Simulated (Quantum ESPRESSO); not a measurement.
HfN: geometry relaxation (part 2 of 2)

Continued. System: HfN (2 atoms in the cell). Method: Kohn-Sham DFT of a periodic cell, Q2D, SG15 PBE 1.2, spin-polarised (Quantum ESPRESSO 7.5); cutoff 1197.3 eV, 4×4×4 k-mesh, fermi-dirac of 0.05 eV, collinear spins. The structure derives from an entry of the Crystallography Open Database.

Geometry of the input (Å; fractional positions):
```
0.0000  2.2334  2.2560
2.2560  0.0000  2.2560
2.2560  2.2334  0.0000
Hf 0.0000  0.0000  0.0000
N  0.5000  0.5000  0.5000
```

Output, continued:
```
   -34.5050  -3.4415  -3.1161  -3.1157  11.5742  15.9020  15.9084  15.9095
    15.9457  15.9673  15.9690  15.9731  21.1644  24.2152  24.2619  25.3918
    30.8132  31.1504  31.2016  31.3261  36.2994  42.6292  43.9179  45.2150
    45.5281  52.8966

          k =-0.1759-0.5330 0.5277 (  2138 PWs)   bands (ev):

   -34.4714  -3.7729  -3.3160  -3.1607  12.2683  15.9084  15.9243  15.9424
    15.9556  15.9706  15.9850  16.0233  20.8279  22.2864  22.8740  27.3119
    32.0239  32.4633  34.2671  34.5467  37.1683  38.1614  42.5004  43.1593
    48.9812  50.4197

          k = 0.0000-0.3553 0.3518 (  2131 PWs)   bands (ev):

   -34.4820  -3.7039  -3.3426  -3.0400  12.5048  15.9116  15.9175  15.9448
    15.9566  15.9574  16.0023  16.0487  20.1537  22.0151  22.6036  29.8018
    30.1564  31.2011  32.3141  36.1727  37.0195  39.7771  41.7318  45.3515
    48.3372  49.9662

          k =-0.7036 0.0000 0.0000 (  2140 PWs)   bands (ev):

   -34.4609  -3.8156  -3.2849  -3.2754  11.5052  15.9108  15.9137  15.9221
    15.9577  15.9598  15.9686  15.9741  22.5755  24.0068  24.4051  24.4546
    32.0617  33.4781  33.6260  33.6654  35.8418  37.1816  44.1787  44.2285
    48.6945  48.8516

          k = 0.0000 0.3553 0.0000 (  2125 PWs)   bands (ev):

   -34.5035  -3.4383  -3.1290  -3.1290  11.6345  15.8959  15.8959  15.9091
    15.9626  15.9666  15.9771  15.9771  21.1338  24.1551  24.1551  25.4112
    30.8062  31.0822  31.2553  31.2553  36.6560  42.7372  44.1860  45.2918
    45.2918  52.8547

          k =-0.5277-0.1777 0.5277 (  2139 PWs)   bands (ev):

   -34.4699  -3.7767  -3.3106  -3.1796  12.2728  15.8995  15.9229  15.9432
    15.9437  15.9852  15.9883  16.0296  20.8350  22.3155  22.8571  27.2535
    32.0118  32.4843  34.3578  34.3674  37.3817  38.2372  42.4693  43.1075
    48.8727  50.4751

          k =-0.3518 0.0000 0.3518 (  2141 PWs)   bands (ev):

   -34.4820  -3.6896  -3.3370  -3.0572  12.4505  15.9142  15.9229  15.9494
    15.9559  15.9655  15.9846  16.0323  20.1948  22.0455  22.7121  29.7430
    30.0844  31.1712  32.5257  36.0802  36.8240  39.6399  41.9363  45.2748
    48.5299  49.9464

          k =-0.7036 0.3553 0.0000 (  2156 PWs)   bands (ev):

   -34.4607  -3.5506  -3.5506  -3.3302  12.1682  15.9045  15.9288  15.9288
    15.9575  15.9603  15.9603  16.0511  21.7305  22.4554  22.4554  29.2071
    29.2071  33.4968  33.5173  34.0465  38.6977  40.5711  40.5711  43.7848
    48.0900  48.0900

          k =-0.7036 0.0000 0.3518 (  2164 PWs)   bands (ev):

   -34.4593  -3.5630  -3.5521  -3.3283  12.1157  15.9031  15.9181  15.9242
    15.9584  15.9713  15.9729  16.0335  21.7970  22.4792  22.5736  29.0464
    29.0657  33.6071  33.6747  34.1790  38.3994  40.6742  40.6814  43.4760
    48.0797  48.1740

          k = 0.0000-0.7107 0.0000 (  2136 PWs)   bands (ev):

   -34.4580  -3.8092  -3.3008  -3.3008  11.5134  15.8988  15.8988  15.9211
    15.9595  15.9771  15.9773  15.9773  22.6832  23.9787  24.3794  24.3794
    32.0765  33.5560  33.5560  33.6291  35.9695  37.1653  44.2854  44.2854
    48.5134  48.8070

 ------ SPIN DOWN ----------

          k = 0.0000 0.0000 0.0000 (  2101 PWs)   bands (ev):

   -34.5490  -2.9546  -2.9546  -2.9437  10.4054  15.8567  15.8567  15.8661
    15.8686  16.0060  16.0060  16.0062  25.1057  25.1057  25.1589  27.4526
    27.4526  27.5665  29.6704  29.7893  30.0854  37.6105  52.8152  53.1311
    53.1312  53.6824

          k = 0.1759 0.1777-0.1759 (  2129 PWs)   bands (ev):

   -34.5155  -3.5008  -3.0053  -2.9903  11.6723  15.8851  15.9058  15.9129
    15.9199  15.9639  15.9695  16.0081  21.5543  22.9244  22.9497  28.5328
    29.2335  29.2463  32.6756  33.2751  33.5180  40.9796  45.4281  46.2186
    46.2528  54.0470

          k =-0.3518-0.3553 0.3518 (  2132 PWs)   bands (ev):

   -34.4819  -3.9949  -3.0553  -3.0326  13.0961  15.9180  15.9216  15.9284
    15.9845  16.0008  16.0115  16.1605  18.9239  21.6682  21.6758  31.2743
    31.6333  31.7058  32.5229  36.8999  37.1417  40.1827  40.4541  40.5707
    49.1113  51.2849

          k = 0.3518 0.0000 0.0000 (  2125 PWs)   bands (ev):

   -34.5050  -3.4415  -3.1161  -3.1157  11.5742  15.9020  15.9084  15.9095
    15.9457  15.9673  15.9690  15.9731  21.1644  24.2152  24.2619  25.3918
    30.8132  31.1504  31.2016  31.3261  36.2994  42.6292  43.9179  45.2150
    45.5281  52.8966

          k =-0.1759-0.5330 0.5277 (  2138 PWs)   bands (ev):

   -34.4714  -3.7729  -3.3160  -3.1607  12.2683  15.9084  15.9243  15.9424
    15.9556  15.9706  15.9850  16.0233  20.8279  22.2863  22.8740  27.3119
    32.0239  32.4633  34.2671  34.5467  37.1683  38.1614  42.5004  43.1593
    48.9812  50.4197

          k = 0.0000-0.3553 0.3518 (  2131 PWs)   bands (ev):

   -34.4820  -3.7039  -3.3426  -3.0400  12.5047  15.9116  15.9175  15.9448
    15.9566  15.9574  16.0023  16.0487  20.1537  22.0151  22.6036  29.8018
    30.1564  31.2011  32.3141  36.1727  37.0195  39.7771  41.7318  45.3515
    48.3372  49.9661

          k =-0.7036 0.0000 0.0000 (  2140 PWs)   bands (ev):

   -34.4609  -3.8156  -3.2849  -3.2754  11.5052  15.9108  15.9137  15.9221
    15.9577  15.9598  15.9686  15.9741  22.5755  24.0068  24.4051  24.4546
    32.0617  33.4781  33.6260  33.6654  35.8418  37.1816  44.1787  44.2285
    48.6945  48.8516

          k = 0.0000 0.3553 0.0000 (  2125 PWs)   bands (ev):

   -34.5035  -3.4383  -3.1290  -3.1290  11.6345  15.8959  15.8959  15.9091
    15.9626  15.9666  15.9771  15.9771  21.1338  24.1551  24.1551  25.4112
    30.8063  31.0822  31.2553  31.2553  36.6560  42.7372  44.1860  45.2918
    45.2918  52.8547

          k =-0.5277-0.1777 0.5277 (  2139 PWs)   bands (ev):

   -34.4699  -3.7767  -3.3106  -3.1796  12.2728  15.8995  15.9229  15.9432
    15.9437  15.9852  15.9883  16.0296  20.8350  22.3155  22.8571  27.2535
    32.0118  32.4843  34.3578  34.3674  37.3817  38.2371  42.4693  43.1075
    48.8727  50.4751

          k =-0.3518 0.0000 0.3518 (  2141 PWs)   bands (ev):

   -34.4820  -3.6896  -3.3370  -3.0572  12.4505  15.9142  15.9229  15.9494
    15.9559  15.9655  15.9846  16.0323  20.1948  22.0455  22.7121  29.7430
    30.0844  31.1712  32.5257  36.0802  36.8240  39.6399  41.9363  45.2748
    48.5299  49.9464

          k =-0.7036 0.3553 0.0000 (  2156 PWs)   bands (ev):

   -34.4607  -3.5506  -3.5506  -3.3302  12.1682  15.9045  15.9288  15.9288
    15.9575  15.9603  15.9603  16.0511  21.7305  22.4554  22.4554  29.2071
    29.2071  33.4968  33.5173  34.0465  38.6977  40.5711  40.5711  43.7847
    48.0900  48.0900

          k =-0.7036 0.0000 0.3518 (  2164 PWs)   bands (ev):

   -34.4593  -3.5630  -3.5521  -3.3283  12.1157  15.9031  15.9181  15.9242
    15.9584  15.9713  15.9729  16.0335  21.7970  22.4792  22.5736  29.0464
    29.0657  33.6071  33.6747  34.1790  38.3994  40.6742  40.6814  43.4760
    48.0797  48.1740

          k = 0.0000-0.7107 0.0000 (  2136 PWs)   bands (ev):

   -34.4580  -3.8092  -3.3008  -3.3008  11.5134  15.8988  15.8988  15.9211
    15.9594  15.9771  15.9773  15.9773  22.6832  23.9787  24.3794  24.3794
    32.0765  33.5560  33.5560  33.6291  35.9695  37.1653  44.2854  44.2854
    48.5134  48.8070

     the Fermi energy is    27.4243 ev

!    total energy              =    -466.91677866 Ry
     estimated scf accuracy    <          3.4E-10 Ry
     smearing contrib. (-TS)   =      -0.00088267 Ry
     internal energy E=F+TS    =    -466.91589599 Ry

     The total energy is F=E-TS. E is the sum of the following terms:
     one-electron contribution =    -104.59985019 Ry
     hartree contribution      =      92.23470606 Ry
     xc contribution           =     -43.00740814 Ry
     ewald contribution        =    -411.54334373 Ry

     total magnetization       =     0.00 Bohr mag/cell
     absolute magnetization    =     0.00 Bohr mag/cell

     convergence has been achieved in  12 iterations

     Forces acting on atoms (cartesian axes, Ry/au):

     atom    1 type  1   force =     0.00000000    0.00000000   -0.00000000
     atom    2 type  2   force =    -0.00000000   -0.00000000    0.00000000

     Total force =     0.000000     Total SCF correction =     0.000000

     Computing stress (Cartesian axis) and pressure

          total   stress  (Ry/bohr**3)                   (kbar)     P=      -93.65
  -0.00074095  -0.00000000  -0.00000000         -109.00       -0.00       -0.00
  -0.00000000  -0.00042793   0.00000000           -0.00      -62.95        0.00
  -0.00000000   0.00000000  -0.00074095           -0.00        0.00     -109.00

     BFGS Geometry Optimization
     Energy error            =      4.0E-62 Ry
     Gradient error          =      1.2E-31 Ry/Bohr

     bfgs converged in   1 scf cycles and   0 bfgs steps
     (criteria: energy <  1.0E-05 Ry, force <  1.0E-04 Ry/Bohr)

     End of BFGS Geometry Optimization

     Final energy             =    -466.9167786578 Ry
Begin final coordinates

ATOMIC_POSITIONS (crystal)
Hf               0.0000000000        0.0000000000        0.0000000000
N                0.5000000000        0.5000000000        0.5000000000
End final coordinates

=------------------------------------------------------------------------------=
   JOB DONE.
=------------------------------------------------------------------------------=
```

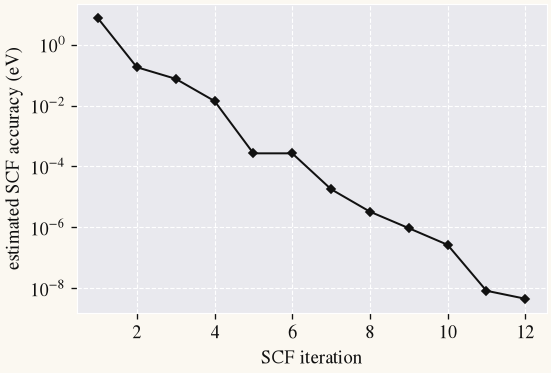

**Figure 1.** Convergence of the self-consistent field: estimated SCF accuracy against the iteration. The field takes 12 iterations in all.

Results in brief:

| quantity | value |
| --- | --- |
| outcome | converged |
| space group (tolerance 0.01 Å) | I4/mmm (139) |
| electrons treated | 31 |
| free energy | −6352.7264 eV |
| Fermi energy | 27.424 eV |
| gap on the k-point mesh | none (metallic) |
| net moment of the cell | 0.00 μB |
| integrated absolute moment | 0.00 μB |
| pressure | −9.36 GPa |
| final volume | 22.73 Å³ |
| largest force (length of the vector) | under 0.001 eV/Å |
| wall time | 22 s |
| peak memory | 0.08 GiB |

Further notes kept with the run: potentials made for another functional. Points of doubt noted for this run: coarse mesh; potentials made for another functional. Spin–orbit coupling is left out, which matters for Hf. The k-point mesh is coarse for a cell of this size, so the results may not be converged.
